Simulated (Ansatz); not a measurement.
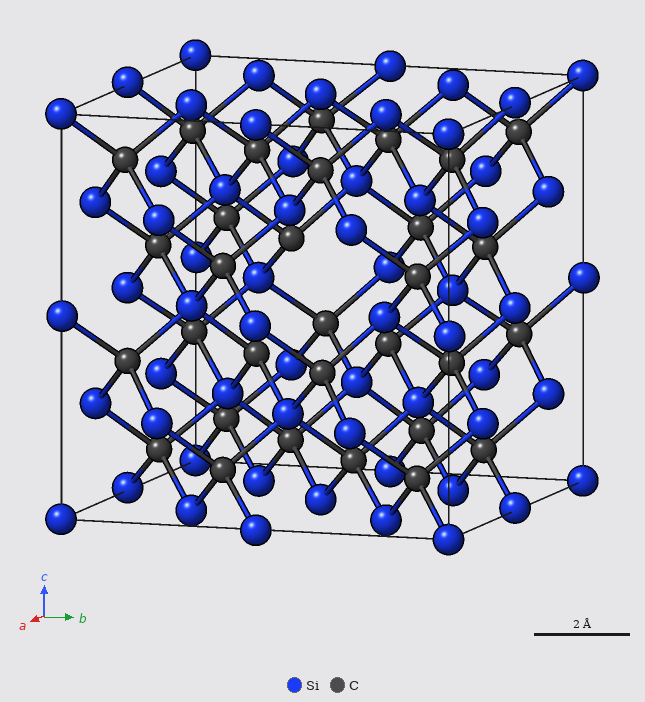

The starting structure (ball-and-stick view of the cell of the calculation, seen slightly off an axis). Near neighbours in the crystal (not all of them lie inside the picture): Si has 4 C at 1.82 to 1.95 Å; Si has 3 C at 1.83 to 1.93 Å; C has 4 Si at 1.82 to 1.95 Å; C has 3 Si at 1.84 to 1.92 Å.

# Run report: Si31C31, geometry relaxation (part 1 of 2)

Si31C31 (defect cell, 62 atoms in the cell), computed with DFT, PBEsol, PAW, plane waves (Ansatz 0.2.0).

The input:
```yaml
crystal:
  lattice:
    - [8.713706, 0.000000, 0.000000]
    - [0.000000, 8.713706, 0.000000]
    - [0.000000, 0.000000, 8.713706]
  atoms:
    - { symbol: Si, position: [0.001958, 0.999571, 0.000549] }
    - { symbol: Si, position: [0.001337, 0.002315, 0.501641] }
    - { symbol: Si, position: [0.003196, 0.502894, 0.998684] }
    - { symbol: Si, position: [0.000449, 0.500024, 0.501805] }
    - { symbol: Si, position: [0.497859, 0.996614, 0.005265] }
    - { symbol: Si, position: [0.498895, 0.996463, 0.498795] }
    - { symbol: Si, position: [0.502970, 0.496604, 0.001561] }
    - { symbol: Si, position: [0.254161, 0.251093, 0.999246] }
    - { symbol: Si, position: [0.249823, 0.248729, 0.500161] }
    - { symbol: Si, position: [0.253347, 0.752094, 0.000718] }
    - { symbol: Si, position: [0.249306, 0.749359, 0.493787] }
    - { symbol: Si, position: [0.749001, 0.248082, 0.998174] }
    - { symbol: Si, position: [0.748155, 0.248627, 0.502577] }
    - { symbol: Si, position: [0.749843, 0.750832, 0.999410] }
    - { symbol: Si, position: [0.752899, 0.747790, 0.499834], spin: 0.333 }
    - { symbol: Si, position: [0.250498, 0.997267, 0.250782] }
    - { symbol: Si, position: [0.249042, 0.996359, 0.749425] }
    - { symbol: Si, position: [0.250073, 0.501923, 0.254920] }
    - { symbol: Si, position: [0.251631, 0.502088, 0.751441] }
    - { symbol: Si, position: [0.748950, 0.000868, 0.249692] }
    - { symbol: Si, position: [0.756390, 0.002823, 0.746976] }
    - { symbol: Si, position: [0.751277, 0.498246, 0.249008] }
    - { symbol: Si, position: [0.748528, 0.501729, 0.751000], spin: 0.333 }
    - { symbol: Si, position: [0.002548, 0.247223, 0.249263] }
    - { symbol: Si, position: [0.998033, 0.250548, 0.750221] }
    - { symbol: Si, position: [0.001352, 0.744866, 0.249385] }
    - { symbol: Si, position: [0.999386, 0.748022, 0.751287] }
    - { symbol: Si, position: [0.495999, 0.254213, 0.250128] }
    - { symbol: Si, position: [0.497570, 0.247645, 0.752213] }
    - { symbol: Si, position: [0.502359, 0.748293, 0.253597] }
    - { symbol: Si, position: [0.501141, 0.752438, 0.752300], spin: 0.333 }
    - { symbol: C, position: [0.125652, 0.122419, 0.127604] }
    - { symbol: C, position: [0.125364, 0.122854, 0.623072] }
    - { symbol: C, position: [0.127138, 0.626913, 0.123555] }
    - { symbol: C, position: [0.123948, 0.623512, 0.624284] }
    - { symbol: C, position: [0.625405, 0.122000, 0.124666] }
    - { symbol: C, position: [0.627360, 0.120486, 0.627779] }
    - { symbol: C, position: [0.628164, 0.625061, 0.122849] }
    - { symbol: C, position: [0.370324, 0.373227, 0.123394] }
    - { symbol: C, position: [0.376004, 0.377337, 0.621444], spin: 0.333 }
    - { symbol: C, position: [0.376731, 0.873849, 0.124532] }
    - { symbol: C, position: [0.375885, 0.877355, 0.625684] }
    - { symbol: C, position: [0.875068, 0.373356, 0.122489] }
    - { symbol: C, position: [0.873764, 0.373074, 0.625588] }
    - { symbol: C, position: [0.874037, 0.874086, 0.125990] }
    - { symbol: C, position: [0.879251, 0.877480, 0.625624] }
    - { symbol: C, position: [0.375967, 0.126303, 0.378999] }
    - { symbol: C, position: [0.377476, 0.122943, 0.874541] }
    - { symbol: C, position: [0.372780, 0.626064, 0.374039], spin: 0.333 }
    - { symbol: C, position: [0.374759, 0.626927, 0.877328] }
    - { symbol: C, position: [0.875128, 0.127247, 0.379008] }
    - { symbol: C, position: [0.876892, 0.121474, 0.875296] }
    - { symbol: C, position: [0.872163, 0.629224, 0.374316] }
    - { symbol: C, position: [0.876141, 0.625721, 0.874537] }
    - { symbol: C, position: [0.125245, 0.378778, 0.375490] }
    - { symbol: C, position: [0.126994, 0.369068, 0.876703] }
    - { symbol: C, position: [0.125999, 0.878452, 0.374375] }
    - { symbol: C, position: [0.125895, 0.877008, 0.873144] }
    - { symbol: C, position: [0.630093, 0.375207, 0.373969], spin: 0.333 }
    - { symbol: C, position: [0.625730, 0.375057, 0.875422] }
    - { symbol: C, position: [0.623565, 0.877036, 0.375415] }
    - { symbol: C, position: [0.624745, 0.878386, 0.877057] }
  symmetry: { detect: false }
kpoints:
  mp_grid: { grid: [1, 1, 1], shift: [0.25, 0.25, 0.25] }
hamiltonian:
  xc: pbesol
magnetization:
  spin_polarized: true
scf:
  occupations: { method: fermi_dirac, width: 0.01 }
relax:
  f_tol: 0.03
  max_steps: 80
  escape_saddle: false
  adjacent_minimum: "off"
output:
  forces: true
  eigenvalues: true
  populations: true
```

The program's output:
```
Pseudopotentials: kind: paw
Functional definition: PBEsol
  exchange = pbesol_x
  correlation = pbesol_c
Crystal: 62 atoms, lattice volume = 661.620 Å³
Basis set: ecut = 420 eV, 13037 PW (Γ), exchange–correlation on 120×120×120 points (8 copies of the dense FFT grid, shifted against one another)
Bands: 187, of which v1, the nominal top of the filled ones, is band 124 counted from 1 (123 counted from 0)
Symmetry: 1 space group operations
k-points: 1
Non-local potential: Si, projectors of the file, l = 0: 2, l = 1: 2, l = 2: 2
Non-local potential: C, projectors of the file, l = 0: 2, l = 1: 2, l = 2: 1
PAW form: soft (Blöchl's): semilocal exchange-correlation on the pseudo side does not see the compensation charge
PAW frozen core: Si, regenerated for the run's functional, and the local potential with it (the file was generated under x = pbe(κ = 0.804, μ = 0.2195149727645171), c = pbe(β = 0.06672455060314922))
PAW frozen core: C, regenerated for the run's functional, and the local potential with it (the file was generated under x = pbe(κ = 0.804, μ = 0.2195149727645171), c = pbe(β = 0.06672455060314922))
PAW one-centre angular grid: Si, 110 points (default); XC on 64 Gauss nodes
PAW one-centre angular grid: C, 110 points (default); XC on 64 Gauss nodes
Initial density: superposition of atomic densities (chi_scale 0.1, normalization cell)
Starting moments: Σ|m| = 1.998 μB on 6 of 62 sites
Initial wavefunctions: pseudopotential atomic-orbital guess
Functional: x = pbesol(κ = 0.804, μ = 0.12345679012345678), c = pbesol(β = 0.046)
SCF iter   1: F=—  HF=-26973.481206 eV  |F-HF|=—  |Δ(HF+E_count)|=         —  Δρ=7.27e-2 (↑7.27e-2 ↓7.21e-2)  dr2=1.77e2  dr2_m=2.29e-1  M=2.000 μB ∫|m|=2.088 μB  β_m=0.30  ethr=3.10e-3  ⟨swp⟩=6.0  Hψ=1648  notcnv=0  defer=55
preconditioner: auto → Resta (q_TF=auto, 2.317 Å⁻¹)  ε∞=4.3  [insulator: Δε(μ)=0.112 eV  Ē_g=12.577 eV  σ=0.010 eV  W_gap=0.99  n_scr=146 (ndim 8)  ℏωp=22.7 eV  f_vac=0.000  D(μ)=0.73/eV (n_scr^D=0)  ε∞_Penn≈4.3]
spin=Collinear: Resta preconditioning applied to the charge; magnetization (m = ρ↑ − ρ↓) channel mixes plain (no charge-response kernel on spin).
SCF iter   2: F=—  HF=-26936.541574 eV  |F-HF|=—  |Δ(HF+E_count)|=    3.69e1  Δρ=4.02e-2 (↑4.02e-2 ↓3.97e-2)  dr2=5.06e1  dr2_m=1.97e-1  M=2.000 μB ∫|m|=2.134 μB  β_m=0.30  ethr=3.10e-3  ⟨swp⟩=3.0  Hψ=701  notcnv=0  defer=114
SCF iter   3: F=—  HF=-26922.052971 eV  |F-HF|=—  |Δ(HF+E_count)|=    1.45e1  Δρ=1.46e-2 (↑1.41e-2 ↓1.46e-2)  dr2=3.17e0  dr2_m=7.85e-2  M=2.000 μB ∫|m|=2.123 μB  β_m=0.30  ethr=3.10e-3  ⟨swp⟩=3.0  Hψ=702  notcnv=0  defer=114
SCF iter   4: F=—  HF=-26921.554962 eV  |F-HF|=—  |Δ(HF+E_count)|=   4.98e-1  Δρ=9.41e-3 (↑8.90e-3 ↓9.41e-3)  dr2=1.18e0  dr2_m=4.43e-2  M=2.000 μB ∫|m|=2.122 μB  β_m=0.30  ethr=1.28e-3  ⟨swp⟩=1.5  Hψ=261  notcnv=0  defer=114
SCF iter   5: F=—  HF=-26921.355715 eV  |F-HF|=—  |Δ(HF+E_count)|=   1.99e-1  Δρ=2.48e-3 (↑2.48e-3 ↓2.48e-3)  dr2=3.71e-2  dr2_m=2.79e-2  M=2.000 μB ∫|m|=2.122 μB  β_m=0.30  ethr=4.77e-4  ⟨swp⟩=3.0  Hψ=520  notcnv=0  defer=114
SCF iter   6: F=—  HF=-26921.369325 eV  |F-HF|=—  |Δ(HF+E_count)|=   1.36e-2  Δρ=1.86e-3 (↑1.86e-3 ↓1.68e-3)  dr2=7.82e-3  dr2_m=1.63e-2  M=2.000 μB ∫|m|=2.125 μB  β_m=0.30  ethr=1.50e-5  ⟨swp⟩=2.0  Hψ=464  notcnv=0  defer=114
SCF iter   7: F=—  HF=-26921.380694 eV  |F-HF|=—  |Δ(HF+E_count)|=   1.14e-2  Δρ=1.37e-3 (↑1.37e-3 ↓1.22e-3)  dr2=2.24e-3  dr2_m=9.50e-3  M=2.000 μB ∫|m|=2.128 μB  β_m=0.30  ethr=3.15e-6  ⟨swp⟩=2.0  Hψ=607  notcnv=0  defer=114
Mixer restart at iter 7: flushing history
spin-set hold released at iteration 7 (site moments contracting): the magnetisation degrees of freedom join the quasi-Newton model from the next iteration; the mixer history was flushed
SCF iter   8: F=—  HF=-26921.386435 eV  |F-HF|=—  |Δ(HF+E_count)|=   5.74e-3  Δρ=1.02e-3 (↑1.02e-3 ↓9.44e-4)  dr2=7.80e-4  dr2_m=5.55e-3  M=2.000 μB ∫|m|=2.131 μB  β_m=0.65  ethr=9.03e-7  ⟨swp⟩=2.5  Hψ=473  notcnv=0  defer=114
SCF iter   9: F=—  HF=-26921.394787 eV  |F-HF|=—  |Δ(HF+E_count)|=   8.35e-3  Δρ=1.93e-4 (↑1.93e-4 ↓1.73e-4)  dr2=5.54e-4  dr2_m=1.28e-4  M=2.000 μB ∫|m|=2.148 μB  β_m=0.61  ethr=3.15e-7  ⟨swp⟩=3.0  Hψ=599  notcnv=0  defer=114
SCF iter  10: F=—  HF=-26921.394880 eV  |F-HF|=—  |Δ(HF+E_count)|=   9.36e-5  Δρ=4.14e-5 (↑4.14e-5 ↓3.83e-5)  dr2=1.44e-5  dr2_m=7.30e-6  M=2.000 μB ∫|m|=2.153 μB  β_m=0.76  ethr=9.07e-9  ⟨swp⟩=16.5  Hψ=2774  notcnv=0
SCF iter  11: F=—  HF=-26921.394888 eV  |F-HF|=—  |Δ(HF+E_count)|=   7.24e-6  Δρ=1.51e-5 (↑1.07e-5 ↓1.51e-5)  dr2=3.81e-6  dr2_m=6.55e-7  M=2.000 μB ∫|m|=2.154 μB  β_m=0.79  ethr=5.80e-9  ⟨swp⟩=6.0  Hψ=1245  notcnv=0
SCF iter  12: F=-26921.394888 eV  HF=-26921.394888 eV  |F-HF|=2.72e-8  |Δ(HF+E_count)|=   3.85e-7  Δρ=3.11e-6 (↑3.11e-6 ↓2.91e-6)  dr2=1.83e-7  dr2_m=2.52e-8  M=2.000 μB ∫|m|=2.154 μB  ethr=1.54e-9  ⟨swp⟩=3.5  Hψ=886  notcnv=0
SCF 1 converged in 12 iterations: F = -26921.394888 eV  dr2 = 1.83e-7
  greatest PAW one-centre occupation: 0.675 electrons in one spin orbital (limit 2), on the C atom at site 39 (counted from 0), in its partial waves of l = 0
relax step   1: F+E_penalty+E_count = -26921.39488801 eV  Δ(F+E_penalty+E_count) = +0.000e0 eV  max|allowed force component| = 1.748e0 eV/Å  Δτ_max = 0.0000 Å  (12 SCF iters, dr2 threshold 2.25e-5 eV, accepted)
Initial density: handed on by an earlier stage of this run
Starting moments: Σ|m| = 1.998 μB on 6 of 62 sites; this step starts from the density that it was given
Initial wavefunctions: those handed on with the density
iter 1 solved again at ethr=1.45e-4 eV; its pass at ethr=3.10e-3 eV (dr2=3.58e-1 eV) is discarded
SCF iter   1: F=—  HF=-26922.435116 eV  |F-HF|=—  |Δ(HF+E_count)|=         —  Δρ=3.72e-3 (↑3.44e-3 ↓3.72e-3)  dr2=3.61e-1  dr2_m=1.06e-2  M=2.000 μB ∫|m|=2.148 μB  β_m=0.30  ethr=1.45e-4  ⟨swp⟩=1.0  Hψ=1170  notcnv=0  defer=114
preconditioner: auto → Resta (q_TF=auto, 2.317 Å⁻¹)  ε∞=4.8  [insulator: Δε(μ)=0.844 eV  Ē_g=11.682 eV  σ=0.010 eV  W_gap=1.00  n_scr=146 (ndim 8)  ℏωp=22.7 eV  f_vac=0.000  D(μ)=0.00/eV (n_scr^D=0)  ε∞_Penn≈4.8]
spin=Collinear: Resta preconditioning applied to the charge; magnetization (m = ρ↑ − ρ↓) channel mixes plain (no charge-response kernel on spin).
SCF iter   2: F=—  HF=-26922.373858 eV  |F-HF|=—  |Δ(HF+E_count)|=   6.13e-2  Δρ=2.53e-3 (↑2.30e-3 ↓2.53e-3)  dr2=1.55e-1  dr2_m=5.46e-3  M=2.000 μB ∫|m|=2.149 μB  β_m=0.58  ethr=1.45e-4  ⟨swp⟩=1.5  Hψ=263  notcnv=0  defer=114
SCF iter   3: F=—  HF=-26922.329629 eV  |F-HF|=—  |Δ(HF+E_count)|=   4.42e-2  Δρ=4.35e-4 (↑3.64e-4 ↓4.35e-4)  dr2=3.72e-3  dr2_m=1.94e-4  M=2.000 μB ∫|m|=2.152 μB  β_m=0.60  ethr=6.24e-5  ⟨swp⟩=2.5  Hψ=466  notcnv=0  defer=114
SCF iter   4: F=—  HF=-26922.328826 eV  |F-HF|=—  |Δ(HF+E_count)|=   8.03e-4  Δρ=1.51e-4 (↑1.36e-4 ↓1.51e-4)  dr2=4.33e-4  dr2_m=2.00e-5  M=2.000 μB ∫|m|=2.152 μB  β_m=0.73  ethr=1.50e-6  ⟨swp⟩=2.0  Hψ=490  notcnv=0  defer=114
iter 5 did not close the SCF: its close was put off for a magnetic moment that had not settled (scf_convergence_deferred on its scf_iter line)
SCF iter   6: F=-26922.328837 eV  HF=-26922.328837 eV  |F-HF|=2.94e-7  |Δ(HF+E_count)|=   7.86e-6  Δρ=1.41e-5 (↑1.41e-5 ↓1.33e-5)  dr2=3.81e-6  dr2_m=3.00e-7  M=2.000 μB ∫|m|=2.153 μB  ethr=3.56e-8  ⟨swp⟩=5.0  Hψ=1389  notcnv=0
SCF 2 converged in 6 iterations: F = -26922.328837 eV  dr2 = 3.81e-6
  greatest PAW one-centre occupation: 0.671 electrons in one spin orbital (limit 2), on the C atom at site 48 (counted from 0), in its partial waves of l = 0
relax step   2: F+E_penalty+E_count = -26922.32883743 eV  Δ(F+E_penalty+E_count) = -9.339e-1 eV  max|allowed force component| = 9.339e-1 eV/Å  Δτ_max = 0.0833 Å  (6 SCF iters, dr2 threshold 1.00e-4 eV, accepted)
SCF iter   1: F=—  HF=-26922.770626 eV  |F-HF|=—  |Δ(HF+E_count)|=         —  Δρ=3.54e-3 (↑3.24e-3 ↓3.54e-3)  dr2=3.17e-1  dr2_m=8.54e-3  M=2.000 μB ∫|m|=2.144 μB  β_m=0.30  ethr=7.79e-4  ⟨swp⟩=3.0  Hψ=902  notcnv=0  defer=114
preconditioner: auto → Resta (q_TF=auto, 2.317 Å⁻¹)  ε∞=4.8  [insulator: Δε(μ)=0.834 eV  Ē_g=11.687 eV  σ=0.010 eV  W_gap=1.00  n_scr=146 (ndim 8)  ℏωp=22.7 eV  f_vac=0.000  D(μ)=0.00/eV (n_scr^D=0)  ε∞_Penn≈4.8]
spin=Collinear: Resta preconditioning applied to the charge; magnetization (m = ρ↑ − ρ↓) channel mixes plain (no charge-response kernel on spin).
SCF iter   2: F=—  HF=-26922.712325 eV  |F-HF|=—  |Δ(HF+E_count)|=   5.83e-2  Δρ=2.35e-3 (↑2.10e-3 ↓2.35e-3)  dr2=1.27e-1  dr2_m=4.39e-3  M=2.000 μB ∫|m|=2.145 μB  β_m=0.56  ethr=1.28e-4  ⟨swp⟩=1.5  Hψ=435  notcnv=0  defer=114
SCF iter   3: F=—  HF=-26922.674052 eV  |F-HF|=—  |Δ(HF+E_count)|=   3.83e-2  Δρ=3.53e-4 (↑2.98e-4 ↓3.53e-4)  dr2=2.12e-3  dr2_m=1.74e-4  M=2.000 μB ∫|m|=2.148 μB  β_m=0.60  ethr=5.14e-5  ⟨swp⟩=2.5  Hψ=486  notcnv=0  defer=114
SCF iter   4: F=—  HF=-26922.673608 eV  |F-HF|=—  |Δ(HF+E_count)|=   4.45e-4  Δρ=1.25e-4 (↑1.03e-4 ↓1.25e-4)  dr2=2.79e-4  dr2_m=1.97e-5  M=2.000 μB ∫|m|=2.149 μB  β_m=0.78  ethr=8.55e-7  ⟨swp⟩=2.0  Hψ=492  notcnv=0  defer=114
iter 5 did not close the SCF: its close was put off for a magnetic moment that had not settled (scf_convergence_deferred on its scf_iter line)
SCF iter   5: F=-26922.673620 eV  HF=-26922.673647 eV  |F-HF|=2.73e-5  |Δ(HF+E_count)|=   3.93e-5  Δρ=4.28e-5 (↑2.42e-5 ↓4.28e-5)  dr2=4.78e-5  dr2_m=1.68e-6  M=2.000 μB ∫|m|=2.149 μB  β_m=0.76  ethr=2.20e-8  ⟨swp⟩=12.0  Hψ=2435  notcnv=0
SCF iter   6: F=-26922.673643 eV  HF=-26922.673645 eV  |F-HF|=1.57e-6  |Δ(HF+E_count)|=   2.39e-6  Δρ=1.37e-5 (↑1.18e-5 ↓1.37e-5)  dr2=5.36e-6  dr2_m=2.09e-7  M=2.000 μB ∫|m|=2.149 μB  ethr=1.93e-8  ⟨swp⟩=4.0  Hψ=1481  notcnv=0
SCF 3 converged in 6 iterations: F = -26922.673643 eV  dr2 = 5.36e-6
  greatest PAW one-centre occupation: 0.671 electrons in one spin orbital (limit 2), on the C atom at site 39 (counted from 0), in its partial waves of l = 0
relax step   3: F+E_penalty+E_count = -26922.67364311 eV  Δ(F+E_penalty+E_count) = -3.448e-1 eV  max|allowed force component| = 6.071e-2 eV/Å  Δτ_max = 0.0827 Å  (6 SCF iters, dr2 threshold 5.45e-5 eV, accepted)
SCF iter   1: F=—  HF=-26922.676383 eV  |F-HF|=—  |Δ(HF+E_count)|=         —  Δρ=2.39e-4 (↑2.28e-4 ↓2.39e-4)  dr2=1.40e-3  dr2_m=2.13e-5  M=2.000 μB ∫|m|=2.150 μB  β_m=0.30  ethr=1.31e-5  ⟨swp⟩=3.0  Hψ=767  notcnv=0  defer=114
preconditioner: auto → Resta (q_TF=auto, 2.317 Å⁻¹)  ε∞=4.8  [insulator: Δε(μ)=0.826 eV  Ē_g=11.674 eV  σ=0.010 eV  W_gap=1.00  n_scr=146 (ndim 8)  ℏωp=22.7 eV  f_vac=0.000  D(μ)=0.00/eV (n_scr^D=0)  ε∞_Penn≈4.8]
spin=Collinear: Resta preconditioning applied to the charge; magnetization (m = ρ↑ − ρ↓) channel mixes plain (no charge-response kernel on spin).
SCF iter   2: F=—  HF=-26922.676158 eV  |F-HF|=—  |Δ(HF+E_count)|=   2.25e-4  Δρ=1.59e-4 (↑1.52e-4 ↓1.59e-4)  dr2=5.79e-4  dr2_m=1.11e-5  M=2.000 μB ∫|m|=2.150 μB  β_m=0.56  ethr=5.63e-7  ⟨swp⟩=1.0  Hψ=432  notcnv=0  defer=114
SCF iter   3: F=—  HF=-26922.675973 eV  |F-HF|=—  |Δ(HF+E_count)|=   1.86e-4  Δρ=3.45e-5 (↑3.13e-5 ↓3.45e-5)  dr2=2.44e-5  dr2_m=6.87e-7  M=2.000 μB ∫|m|=2.150 μB  β_m=0.59  ethr=2.34e-7  ⟨swp⟩=2.0  Hψ=452  notcnv=0  defer=114
SCF iter   4: F=—  HF=-26922.675588 eV  |F-HF|=—  |Δ(HF+E_count)|=   3.85e-4  Δρ=9.56e-6 (↑9.56e-6 ↓9.31e-6)  dr2=2.23e-6  dr2_m=4.37e-8  M=2.000 μB ∫|m|=2.150 μB  β_m=0.75  ethr=9.83e-9  ⟨swp⟩=2.0  Hψ=452  notcnv=0  defer=114
SCF iter   5: F=—  HF=-26922.675588 eV  |F-HF|=—  |Δ(HF+E_count)|=   6.71e-9  Δρ=4.05e-6 (↑2.79e-6 ↓4.05e-6)  dr2=5.24e-7  dr2_m=8.69e-9  M=2.000 μB ∫|m|=2.150 μB  β_m=0.70  ethr=8.99e-10  ⟨swp⟩=2.0  Hψ=490  notcnv=0  defer=114
SCF iter   6: F=-26922.675588 eV  HF=-26922.675588 eV  |F-HF|=2.23e-9  |Δ(HF+E_count)|=   5.54e-8  Δρ=9.25e-7 (↑9.25e-7 ↓9.25e-7)  dr2=2.33e-8  dr2_m=4.04e-10  M=2.000 μB ∫|m|=2.150 μB  ethr=4.03e-11  ⟨swp⟩=10.0  Hψ=1997  notcnv=0
SCF 4 converged in 6 iterations: F = -26922.675588 eV  dr2 = 2.33e-8
relax step   4: F+E_penalty+E_count = -26922.67558806 eV  Δ(F+E_penalty+E_count) = -1.945e-3 eV  max|allowed force component| = 1.541e-2 eV/Å  Δτ_max = 0.0067 Å  (6 SCF iters, accepted)
```

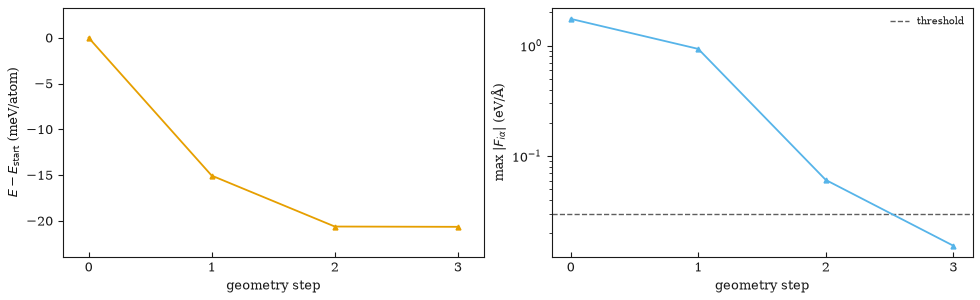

Progress of the relaxation, step by step (the first geometry is step 0 here and step 1 in the log).

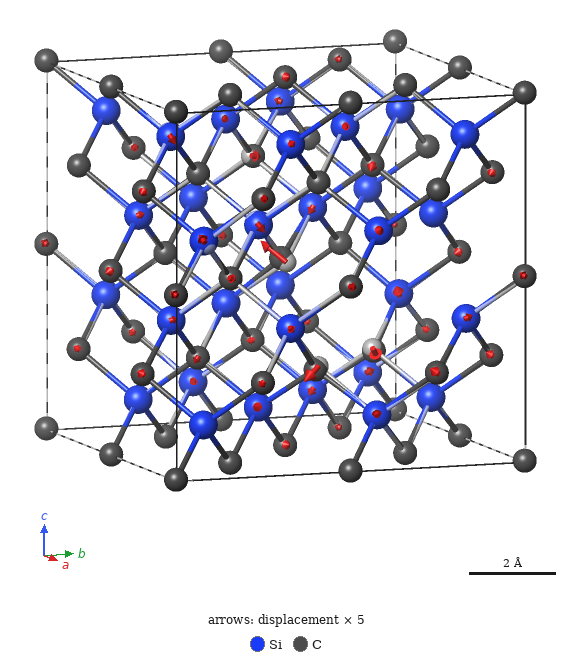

Start (faint) and end (solid) with the displacements as red arrows, magnified 5 times (ball-and-stick view of the cell of the calculation (origin shifted), seen slightly off an axis). The energy falls by 20.7 meV per atom in 3 geometry steps. The largest force component goes from 1.7 to 0.015 eV/Å. C40 moves most: 0.16 Å. Largest moves by element: C 0.16 Å, Si 0.06 Å. The cell doesn't change. Among the contacts that change: Si29–C40 1.923 → 1.826 Å, Si19–C40 1.908 → 1.826 Å, Si29–C48 1.847 → 1.909 Å, Si9–C40 1.893 → 1.832 Å. Among the angles that change: Si19–C40–Si29 107.2° → 113.4°, Si9–C40–Si29 107.6° → 113.2°, C49–Si11–C57 111.7° → 106.1°. (Atoms are counted from 1 in the order of the input.)
